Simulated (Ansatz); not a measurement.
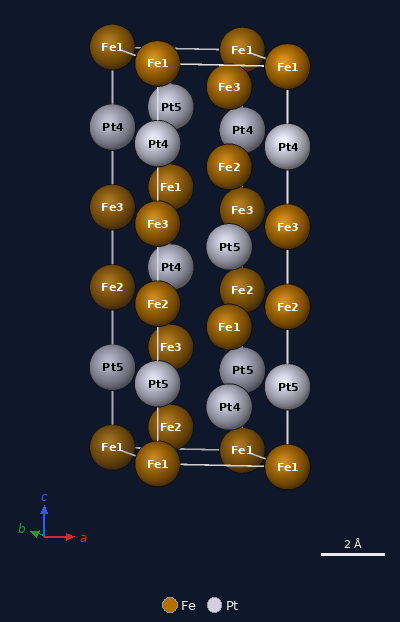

*The input geometry (spheres-only view of the cell 3 times as large as that of the calculation, set on its symmetry axes, seen slightly off an axis; atoms are numbered from 1 in the order of the input). An atom can appear more than once, as a periodic image.*

**Geometry relaxation, with input and output: Fe3Pt2 (part 1 of 2)**

System: Fe3Pt2 (5 atoms in the cell).
Method: DFT PBE, scalar-relativistic, plane waves, PAW, spin-polarised (Ansatz 0.2.0).

The structure was made by a generator, so it may or may not be a known phase. Figures and captions count atoms from 1; the log counts them from 0 in places.

Log
```
Engine: ansatz 0.2.0, x86_64-unknown-linux-gnu
Pseudopotentials: kind: paw
Pseudopotential: Fe, paw, valence charge 16, recommended cutoff 420 eV (normal), Fe.paw.azcp
Pseudopotential: Pt, paw, valence charge 18, recommended cutoff 420 eV (normal), Pt.paw.azcp
Functional definition: PBE
  parameter kappa = 0.804
  parameter beta = 0.06672455060314922
  exchange = pbe_x(kappa = kappa, mu = beta*pi^2/3)
  correlation = pbe_c(beta = beta)
Crystal: 5 atoms, lattice volume = 66.193 Å³
Basis set: ecut = 420 eV, 1275 PW (Γ), exchange–correlation on 72×72×72 points (8 copies of the dense FFT grid, shifted against one another)
Bands: 58, of which v1, the nominal top of the filled ones, is band 42 counted from 1 (41 counted from 0)
Symmetry: 12 space group operations
Space group: R-3m (ITA 166), of the structure as read, at distance tolerance 4.0e-5 Å
Magnetic group: BNS 166.97 (UNI 1327), of the structure as read, at distance tolerance 4.0e-5 Å
k-points: 32 of 216
Non-local potential: Fe, projectors of the file, l = 0: 3, l = 1: 2, l = 2: 3, l = 3: 1
Non-local potential: Pt, projectors of the file, l = 0: 3, l = 1: 2, l = 2: 2, l = 3: 1
PAW form: soft (Blöchl's): semilocal exchange-correlation on the pseudo side does not see the compensation charge
PAW one-centre angular grid: Fe, 590 points (default); XC on 64 Gauss nodes
PAW one-centre angular grid: Pt, 590 points (default); XC on 64 Gauss nodes
Initial density: superposition of atomic densities (chi_scale 0.1, normalization cell)
Starting moments: Σ|m| = 12 μB on 3 of 5 sites
Initial wavefunctions: pseudopotential atomic-orbital guess
Functional: x = pbe(κ = 0.804, μ = 0.2195149727645171), c = pbe(β = 0.06672455060314922)
SCF iter   1: F=—  HF=-38491.367635 eV  |F-HF|=—  |Δ(HF+E_count)|=         —  Δρ=2.05e-1 (↑7.99e-2 ↓2.05e-1)  dr2=5.95e1  dr2_m=7.09e0  M=7.589 μB ∫|m|=7.844 μB  β_m=0.30  ethr=3.10e-3  ⟨swp⟩=5.8  Hψ=11992  notcnv=0  defer=37
preconditioner: auto → Kerker (q_TF=auto, 2.839 Å⁻¹)  [metal: Δε(μ)=0.004 eV  Ē_g=9.566 eV  σ=0.100 eV  W_gap=0.02  n_scr=20 (ndim 8)  ℏωp=30.3 eV  f_vac=0.000  D(μ)=8.31/eV (n_scr^D=120)]
spin=Collinear: Kerker preconditioning applied to the charge; magnetization (m = ρ↑ − ρ↓) channel mixes plain (no charge-response kernel on spin).
SCF iter   2: F=—  HF=-38488.038225 eV  |F-HF|=—  |Δ(HF+E_count)|=    3.33e0  Δρ=1.06e-1 (↑1.06e-1 ↓3.25e-2)  dr2=5.89e0  dr2_m=1.65e0  M=9.656 μB ∫|m|=9.966 μB  β_m=0.30  ethr=3.10e-3  ⟨swp⟩=3.2  Hψ=7584  notcnv=0  defer=407
SCF iter   3: F=—  HF=-38487.218515 eV  |F-HF|=—  |Δ(HF+E_count)|=   8.20e-1  Δρ=6.70e-2 (↑6.70e-2 ↓4.51e-2)  dr2=8.61e-1  dr2_m=1.70e0  M=9.536 μB ∫|m|=9.889 μB  β_m=0.30  ethr=3.10e-3  ⟨swp⟩=2.5  Hψ=5741  notcnv=0  defer=395
SCF iter   4: F=—  HF=-38487.302490 eV  |F-HF|=—  |Δ(HF+E_count)|=   8.40e-2  Δρ=4.65e-2 (↑3.53e-2 ↓4.65e-2)  dr2=4.85e-1  dr2_m=9.37e-1  M=9.454 μB ∫|m|=9.818 μB  β_m=0.30  ethr=1.02e-3  ⟨swp⟩=2.5  Hψ=5420  notcnv=0  defer=395
Mixer restart at iter 4: flushing history
spin-set hold released at iteration 4 (the charge has settled, or the pull on large starting moments outlasts its swing): the magnetisation degrees of freedom join the quasi-Newton model from the next iteration; the mixer history was flushed
SCF iter   5: F=—  HF=-38487.402121 eV  |F-HF|=—  |Δ(HF+E_count)|=   9.96e-2  Δρ=3.30e-2 (↑3.10e-2 ↓3.30e-2)  dr2=3.81e-1  dr2_m=5.29e-1  M=9.451 μB ∫|m|=9.816 μB  β_m=0.47  ethr=5.77e-4  ⟨swp⟩=2.0  Hψ=5079  notcnv=0  defer=404
SCF iter   6: F=—  HF=-38487.537616 eV  |F-HF|=—  |Δ(HF+E_count)|=   1.35e-1  Δρ=3.72e-2 (↑2.21e-2 ↓3.72e-2)  dr2=1.22e0  dr2_m=3.03e-1  M=9.347 μB ∫|m|=9.734 μB  β_m=0.54  ethr=4.54e-4  ⟨swp⟩=2.2  Hψ=4794  notcnv=0  defer=404
SCF iter   7: F=—  HF=-38487.573418 eV  |F-HF|=—  |Δ(HF+E_count)|=   3.58e-2  Δρ=1.99e-2 (↑5.62e-3 ↓1.99e-2)  dr2=4.68e-1  dr2_m=3.50e-2  M=9.120 μB ∫|m|=9.517 μB  β_m=0.40  ethr=4.54e-4  ⟨swp⟩=2.1  Hψ=5171  notcnv=0  defer=415
SCF iter   8: F=—  HF=-38487.534665 eV  |F-HF|=—  |Δ(HF+E_count)|=   3.88e-2  Δρ=2.23e-3 (↑1.20e-3 ↓2.23e-3)  dr2=5.37e-3  dr2_m=1.05e-3  M=9.141 μB ∫|m|=9.544 μB  β_m=0.69  ethr=4.54e-4  ⟨swp⟩=2.2  Hψ=4725  notcnv=0  defer=415
SCF iter   9: F=—  HF=-38487.534639 eV  |F-HF|=—  |Δ(HF+E_count)|=   2.57e-5  Δρ=1.29e-3 (↑1.29e-3 ↓8.84e-4)  dr2=3.54e-3  dr2_m=9.97e-5  M=9.127 μB ∫|m|=9.522 μB  β_m=0.72  ethr=6.39e-6  ⟨swp⟩=2.3  Hψ=5501  notcnv=0  defer=415
SCF iter  10: F=—  HF=-38487.534400 eV  |F-HF|=—  |Δ(HF+E_count)|=   2.39e-4  Δρ=2.83e-4 (↑2.49e-4 ↓2.83e-4)  dr2=1.10e-4  dr2_m=3.29e-6  M=9.141 μB ∫|m|=9.532 μB  β_m=0.86  ethr=4.21e-6  ⟨swp⟩=2.1  Hψ=3816  notcnv=0  defer=415
SCF iter  11: F=—  HF=-38487.534398 eV  |F-HF|=—  |Δ(HF+E_count)|=   1.94e-6  Δρ=1.70e-4 (↑5.75e-5 ↓1.70e-4)  dr2=2.62e-5  dr2_m=3.98e-6  M=9.143 μB ∫|m|=9.532 μB  β_m=0.93  ethr=1.31e-7  ⟨swp⟩=2.1  Hψ=4345  notcnv=0  defer=415
SCF iter  12: F=—  HF=-38487.534405 eV  |F-HF|=—  |Δ(HF+E_count)|=   6.93e-6  Δρ=1.38e-4 (↑3.28e-5 ↓1.38e-4)  dr2=2.07e-5  dr2_m=1.77e-6  M=9.143 μB ∫|m|=9.532 μB  β_m=0.94  ethr=3.11e-8  ⟨swp⟩=1.0  Hψ=3299  notcnv=0  defer=415
SCF iter  13: F=—  HF=-38487.534404 eV  |F-HF|=—  |Δ(HF+E_count)|=   9.08e-7  Δρ=1.42e-5 (↑1.37e-5 ↓1.42e-5)  dr2=3.90e-7  dr2_m=1.72e-8  M=9.143 μB ∫|m|=9.532 μB  β_m=0.97  ethr=2.46e-8  ⟨swp⟩=1.0  Hψ=3298  notcnv=0  defer=415
SCF iter  14: F=-38487.534404 eV  HF=-38487.534404 eV  |F-HF|=5.01e-8  |Δ(HF+E_count)|=   2.19e-8  Δρ=7.74e-6 (↑1.77e-6 ↓7.74e-6)  dr2=5.59e-8  dr2_m=7.97e-9  M=9.143 μB ∫|m|=9.533 μB  ethr=1.19e-10  ⟨swp⟩=9.2  Hψ=15299  notcnv=0
SCF 1 converged in 14 iterations: F = -38487.534404 eV  dr2 = 5.59e-8
  greatest PAW one-centre occupation: 1.003 electrons in one spin orbital (limit 2), on the Fe atom at site 0 (counted from 0), in its partial waves of l = 1
relax step   1: F+E_penalty+E_count = -38487.53440376 eV  Δ(F+E_penalty+E_count) = +0.000e0 eV  max|allowed force component| = 1.850e0 eV/Å  Δτ_max = 0.0000 Å  P = +10.798 GPa  Ω = 66.193 Å³  (14 SCF iters, dr2 threshold 1.00e-7 eV, accepted)
Crystal: 5 atoms, lattice volume = 70.405 Å³
Basis set: ecut = 420 eV, 1389 PW (Γ), exchange–correlation on 72×72×72 points (8 copies of the dense FFT grid, shifted against one another)
Initial density: handed on by an earlier stage of this run
Starting moments: Σ|m| = 12 μB on 3 of 5 sites; this step starts from the density that it was given
Initial wavefunctions: those handed on with the density
iter 1 solved again at ethr=3.73e-4 eV; its pass at ethr=3.10e-3 eV (dr2=3.14e-1 eV) is discarded
SCF iter   1: F=—  HF=-38487.937766 eV  |F-HF|=—  |Δ(HF+E_count)|=         —  Δρ=1.81e-2 (↑1.34e-2 ↓1.81e-2)  dr2=3.14e-1  dr2_m=1.09e-1  M=9.492 μB ∫|m|=9.943 μB  β_m=0.30  ethr=3.73e-4  ⟨swp⟩=1.8  Hψ=16183  notcnv=0
preconditioner: auto → Kerker (q_TF=auto, 2.810 Å⁻¹)  [metal: Δε(μ)=0.062 eV  Ē_g=9.155 eV  σ=0.100 eV  W_gap=0.34  n_scr=20 (ndim 8)  ℏωp=29.4 eV  f_vac=0.000  D(μ)=2.18/eV (n_scr^D=14)]
spin=Collinear: Kerker preconditioning applied to the charge; magnetization (m = ρ↑ − ρ↓) channel mixes plain (no charge-response kernel on spin).
SCF iter   2: F=—  HF=-38487.939192 eV  |F-HF|=—  |Δ(HF+E_count)|=   1.43e-3  Δρ=1.33e-2 (↑1.09e-2 ↓1.33e-2)  dr2=1.39e-1  dr2_m=5.34e-2  M=9.482 μB ∫|m|=9.938 μB  β_m=0.37  ethr=3.73e-4  ⟨swp⟩=2.0  Hψ=4667  notcnv=0
SCF iter   3: F=—  HF=-38487.956070 eV  |F-HF|=—  |Δ(HF+E_count)|=   1.69e-2  Δρ=1.68e-2 (↑7.57e-3 ↓1.68e-2)  dr2=3.54e-1  dr2_m=4.06e-2  M=9.498 μB ∫|m|=9.949 μB  β_m=0.32  ethr=1.65e-4  ⟨swp⟩=2.0  Hψ=5278  notcnv=0  defer=2
SCF iter   4: F=—  HF=-38487.945000 eV  |F-HF|=—  |Δ(HF+E_count)|=   1.11e-2  Δρ=3.64e-3 (↑1.61e-3 ↓3.64e-3)  dr2=9.25e-3  dr2_m=2.29e-3  M=9.497 μB ∫|m|=9.959 μB  β_m=0.34  ethr=1.65e-4  ⟨swp⟩=2.0  Hψ=4815  notcnv=0  defer=146
SCF iter   5: F=—  HF=-38487.945282 eV  |F-HF|=—  |Δ(HF+E_count)|=   2.82e-4  Δρ=1.53e-3 (↑7.55e-4 ↓1.53e-3)  dr2=2.09e-3  dr2_m=2.95e-4  M=9.499 μB ∫|m|=9.963 μB  β_m=0.51  ethr=1.10e-5  ⟨swp⟩=1.9  Hψ=4433  notcnv=0  defer=146
SCF iter   6: F=—  HF=-38487.945354 eV  |F-HF|=—  |Δ(HF+E_count)|=   7.18e-5  Δρ=1.56e-3 (↑3.88e-4 ↓1.56e-3)  dr2=2.06e-3  dr2_m=3.51e-4  M=9.500 μB ∫|m|=9.968 μB  β_m=0.75  ethr=2.49e-6  ⟨swp⟩=2.2  Hψ=5291  notcnv=0  defer=146
SCF iter   7: F=—  HF=-38487.945321 eV  |F-HF|=—  |Δ(HF+E_count)|=   3.32e-5  Δρ=6.17e-4 (↑2.92e-4 ↓6.17e-4)  dr2=6.06e-4  dr2_m=1.92e-5  M=9.500 μB ∫|m|=9.968 μB  β_m=0.76  ethr=2.45e-6  ⟨swp⟩=1.7  Hψ=3761  notcnv=0  defer=146
SCF iter   8: F=—  HF=-38487.945282 eV  |F-HF|=—  |Δ(HF+E_count)|=   3.84e-5  Δρ=1.01e-4 (↑7.68e-5 ↓1.01e-4)  dr2=2.19e-5  dr2_m=2.56e-7  M=9.500 μB ∫|m|=9.968 μB  β_m=0.88  ethr=7.21e-7  ⟨swp⟩=1.0  Hψ=3440  notcnv=0  defer=147
SCF iter   9: F=—  HF=-38487.945277 eV  |F-HF|=—  |Δ(HF+E_count)|=   5.08e-6  Δρ=2.48e-5 (↑9.03e-6 ↓2.48e-5)  dr2=4.11e-7  dr2_m=1.59e-7  M=9.500 μB ∫|m|=9.968 μB  β_m=0.94  ethr=5.95e-10  ⟨swp⟩=6.6  Hψ=16453  notcnv=0
SCF iter  10: F=—  HF=-38487.945278 eV  |F-HF|=—  |Δ(HF+E_count)|=   3.91e-7  Δρ=7.59e-5 (↑2.37e-5 ↓7.59e-5)  dr2=7.68e-6  dr2_m=4.58e-7  M=9.500 μB ∫|m|=9.968 μB  β_m=0.77  ethr=4.90e-10  ⟨swp⟩=2.0  Hψ=5828  notcnv=0  recentre
SCF iter  11: F=—  HF=-38487.945277 eV  |F-HF|=—  |Δ(HF+E_count)|=   3.72e-7  Δρ=1.79e-5 (↑1.09e-5 ↓1.79e-5)  dr2=5.09e-7  dr2_m=1.64e-8  M=9.500 μB ∫|m|=9.968 μB  β_m=0.56  ethr=4.90e-10  ⟨swp⟩=2.0  Hψ=5827  notcnv=0
SCF iter  12: F=-38487.945277 eV  HF=-38487.945277 eV  |F-HF|=1.37e-8  |Δ(HF+E_count)|=   5.51e-8  Δρ=5.16e-6 (↑1.34e-6 ↓5.16e-6)  dr2=2.24e-8  dr2_m=3.07e-9  M=9.500 μB ∫|m|=9.968 μB  ethr=4.90e-10  ⟨swp⟩=3.5  Hψ=10867  notcnv=0
SCF 2 converged in 12 iterations: F = -38487.945277 eV  dr2 = 2.24e-8
relax step   2: F+E_penalty+E_count = -38487.94527720 eV  Δ(F+E_penalty+E_count) = -4.109e-1 eV  max|allowed force component| = 4.546e-1 eV/Å  Δτ_max = 0.1187 Å  P = -3.473 GPa  Ω = 70.405 Å³  energy of the carried Pulay correction = -2.320e-3 eV  (12 SCF iters, dr2 threshold 5.00e-7 eV, accepted)
Crystal: 5 atoms, lattice volume = 69.714 Å³
Basis set: ecut = 420 eV, 1335 PW (Γ), exchange–correlation on 72×72×72 points (8 copies of the dense FFT grid, shifted against one another)
iter 1 solved again at ethr=4.00e-5 eV; its pass at ethr=3.10e-3 eV (dr2=3.36e-2 eV) is discarded
SCF iter   1: F=—  HF=-38487.993848 eV  |F-HF|=—  |Δ(HF+E_count)|=         —  Δρ=6.11e-3 (↑3.36e-3 ↓6.11e-3)  dr2=3.22e-2  dr2_m=9.24e-3  M=9.497 μB ∫|m|=9.950 μB  β_m=0.30  ethr=4.00e-5  ⟨swp⟩=1.6  Hψ=15485  notcnv=0
preconditioner: auto → Kerker (q_TF=auto, 2.814 Å⁻¹)  [metal: Δε(μ)=0.052 eV  Ē_g=9.228 eV  σ=0.100 eV  W_gap=0.27  n_scr=20 (ndim 8)  ℏωp=29.5 eV  f_vac=0.000  D(μ)=1.71/eV (n_scr^D=14)]
spin=Collinear: Kerker preconditioning applied to the charge; magnetization (m = ρ↑ − ρ↓) channel mixes plain (no charge-response kernel on spin).
SCF iter   2: F=—  HF=-38487.994518 eV  |F-HF|=—  |Δ(HF+E_count)|=   6.70e-4  Δρ=4.41e-3 (↑2.98e-3 ↓4.41e-3)  dr2=1.61e-2  dr2_m=4.05e-3  M=9.497 μB ∫|m|=9.953 μB  β_m=0.31  ethr=3.83e-5  ⟨swp⟩=1.1  Hψ=3724  notcnv=0
SCF iter   3: F=—  HF=-38487.995196 eV  |F-HF|=—  |Δ(HF+E_count)|=   6.78e-4  Δρ=4.12e-3 (↑2.00e-3 ↓4.12e-3)  dr2=1.72e-2  dr2_m=3.13e-3  M=9.500 μB ∫|m|=9.956 μB  β_m=0.19  ethr=1.91e-5  ⟨swp⟩=2.0  Hψ=4268  notcnv=0
SCF iter   4: F=—  HF=-38487.995105 eV  |F-HF|=—  |Δ(HF+E_count)|=   9.16e-5  Δρ=1.59e-3 (↑1.15e-3 ↓1.59e-3)  dr2=1.27e-3  dr2_m=7.32e-4  M=9.499 μB ∫|m|=9.956 μB  β_m=0.31  ethr=1.91e-5  ⟨swp⟩=1.0  Hψ=3712  notcnv=0
SCF iter   5: F=—  HF=-38487.995558 eV  |F-HF|=—  |Δ(HF+E_count)|=   4.54e-4  Δρ=4.23e-4 (↑2.92e-4 ↓4.23e-4)  dr2=2.18e-4  dr2_m=2.36e-5  M=9.500 μB ∫|m|=9.959 μB  β_m=0.46  ethr=1.51e-6  ⟨swp⟩=2.2  Hψ=6184  notcnv=0
SCF iter   6: F=—  HF=-38487.995558 eV  |F-HF|=—  |Δ(HF+E_count)|=   4.47e-7  Δρ=5.17e-4 (↑1.27e-4 ↓5.17e-4)  dr2=2.25e-4  dr2_m=3.55e-5  M=9.499 μB ∫|m|=9.959 μB  β_m=0.46  ethr=2.59e-7  ⟨swp⟩=2.4  Hψ=5344  notcnv=0
SCF iter   7: F=—  HF=-38487.995553 eV  |F-HF|=—  |Δ(HF+E_count)|=   4.72e-6  Δρ=9.92e-5 (↑7.19e-5 ↓9.92e-5)  dr2=1.93e-5  dr2_m=3.67e-7  M=9.500 μB ∫|m|=9.959 μB  β_m=0.62  ethr=2.59e-7  ⟨swp⟩=1.2  Hψ=3762  notcnv=0
SCF iter   8: F=—  HF=-38487.995553 eV  |F-HF|=—  |Δ(HF+E_count)|=   2.35e-7  Δρ=7.60e-5 (↑4.04e-5 ↓7.60e-5)  dr2=9.62e-6  dr2_m=2.58e-7  M=9.500 μB ∫|m|=9.959 μB  β_m=0.80  ethr=2.30e-8  ⟨swp⟩=1.0  Hψ=3712  notcnv=0
SCF iter   9: F=-38487.995553 eV  HF=-38487.995553 eV  |F-HF|=3.18e-7  |Δ(HF+E_count)|=   3.59e-7  Δρ=2.11e-5 (↑5.31e-6 ↓2.11e-5)  dr2=3.96e-7  dr2_m=7.11e-8  M=9.500 μB ∫|m|=9.960 μB  ethr=5.95e-10  ⟨swp⟩=3.0  Hψ=12015  notcnv=0
SCF 3 converged in 9 iterations: F = -38487.995553 eV  dr2 = 3.96e-7
relax step   3: F+E_penalty+E_count = -38487.99555261 eV  Δ(F+E_penalty+E_count) = -5.028e-2 eV  max|allowed force component| = 2.335e-1 eV/Å  Δτ_max = 0.0324 Å  P = -1.671 GPa  Ω = 69.714 Å³  energy of the carried Pulay correction = -1.949e-3 eV  (9 SCF iters, dr2 threshold 5.00e-7 eV, accepted)
Crystal: 5 atoms, lattice volume = 69.074 Å³
Basis set: ecut = 420 eV, 1323 PW (Γ), exchange–correlation on 72×72×72 points (8 copies of the dense FFT grid, shifted against one another)
iter 1 solved again at ethr=2.83e-5 eV; its pass at ethr=3.10e-3 eV (dr2=2.38e-2 eV) is discarded
SCF iter   1: F=—  HF=-38488.008102 eV  |F-HF|=—  |Δ(HF+E_count)|=         —  Δρ=5.19e-3 (↑2.97e-3 ↓5.19e-3)  dr2=2.21e-2  dr2_m=7.13e-3  M=9.494 μB ∫|m|=9.938 μB  β_m=0.30  ethr=2.83e-5  ⟨swp⟩=1.7  Hψ=16150  notcnv=0
preconditioner: auto → Kerker (q_TF=auto, 2.819 Å⁻¹)  [metal: Δε(μ)=0.026 eV  Ē_g=9.305 eV  σ=0.100 eV  W_gap=0.14  n_scr=20 (ndim 8)  ℏωp=29.6 eV  f_vac=0.000  D(μ)=1.78/eV (n_scr^D=14)]
spin=Collinear: Kerker preconditioning applied to the charge; magnetization (m = ρ↑ − ρ↓) channel mixes plain (no charge-response kernel on spin).
SCF iter   2: F=—  HF=-38488.008907 eV  |F-HF|=—  |Δ(HF+E_count)|=   8.06e-4  Δρ=3.77e-3 (↑2.62e-3 ↓3.77e-3)  dr2=1.20e-2  dr2_m=3.15e-3  M=9.493 μB ∫|m|=9.939 μB  β_m=0.30  ethr=2.64e-5  ⟨swp⟩=1.0  Hψ=3712  notcnv=0
SCF iter   3: F=—  HF=-38488.009374 eV  |F-HF|=—  |Δ(HF+E_count)|=   4.66e-4  Δρ=3.39e-3 (↑1.75e-3 ↓3.39e-3)  dr2=1.12e-2  dr2_m=2.34e-3  M=9.497 μB ∫|m|=9.942 μB  β_m=0.18  ethr=1.43e-5  ⟨swp⟩=2.0  Hψ=4248  notcnv=0
SCF iter   4: F=—  HF=-38488.009440 eV  |F-HF|=—  |Δ(HF+E_count)|=   6.57e-5  Δρ=1.31e-3 (↑9.94e-4 ↓1.31e-3)  dr2=9.22e-4  dr2_m=5.56e-4  M=9.495 μB ∫|m|=9.942 μB  β_m=0.31  ethr=1.33e-5  ⟨swp⟩=1.0  Hψ=3712  notcnv=0
SCF iter   5: F=—  HF=-38488.009760 eV  |F-HF|=—  |Δ(HF+E_count)|=   3.20e-4  Δρ=3.36e-4 (↑2.37e-4 ↓3.36e-4)  dr2=1.59e-4  dr2_m=1.42e-5  M=9.495 μB ∫|m|=9.943 μB  β_m=0.47  ethr=1.10e-6  ⟨swp⟩=2.0  Hψ=6237  notcnv=0
SCF iter   6: F=—  HF=-38488.009751 eV  |F-HF|=—  |Δ(HF+E_count)|=   8.37e-6  Δρ=4.02e-4 (↑1.04e-4 ↓4.02e-4)  dr2=1.39e-4  dr2_m=2.13e-5  M=9.495 μB ∫|m|=9.943 μB  β_m=0.73  ethr=1.89e-7  ⟨swp⟩=2.5  Hψ=5427  notcnv=0
SCF iter   7: F=—  HF=-38488.009748 eV  |F-HF|=—  |Δ(HF+E_count)|=   3.00e-6  Δρ=1.07e-4 (↑6.31e-5 ↓1.07e-4)  dr2=2.05e-5  dr2_m=4.21e-7  M=9.496 μB ∫|m|=9.944 μB  β_m=0.82  ethr=1.65e-7  ⟨swp⟩=1.1  Hψ=3744  notcnv=0
SCF iter   8: F=—  HF=-38488.009747 eV  |F-HF|=—  |Δ(HF+E_count)|=   7.83e-7  Δρ=3.47e-5 (↑2.36e-5 ↓3.47e-5)  dr2=2.33e-6  dr2_m=3.23e-8  M=9.496 μB ∫|m|=9.944 μB  β_m=0.83  ethr=2.44e-8  ⟨swp⟩=1.0  Hψ=3712  notcnv=0
SCF iter   9: F=-38488.009747 eV  HF=-38488.009747 eV  |F-HF|=2.93e-7  |Δ(HF+E_count)|=   1.12e-7  Δρ=1.84e-5 (↑2.91e-6 ↓1.84e-5)  dr2=3.42e-7  dr2_m=4.44e-8  M=9.496 μB ∫|m|=9.944 μB  ethr=5.95e-10  ⟨swp⟩=2.4  Hψ=10511  notcnv=0
SCF 4 converged in 9 iterations: F = -38488.009747 eV  dr2 = 3.42e-7
relax step   4: F+E_penalty+E_count = -38488.00974695 eV  Δ(F+E_penalty+E_count) = -1.419e-2 eV  max|allowed force component| = 3.738e-2 eV/Å  Δτ_max = 0.0197 Å  P = +0.231 GPa  Ω = 69.074 Å³  energy of the carried Pulay correction = -1.602e-3 eV  (9 SCF iters, dr2 threshold 5.00e-7 eV, accepted)
Initial wavefunctions: pseudopotential atomic-orbital guess (no wavefunctions were taken with the density)
iter 1 solved again at ethr=5.09e-8 eV; its pass at ethr=3.10e-3 eV (dr2=4.27e-5 eV) is discarded
```
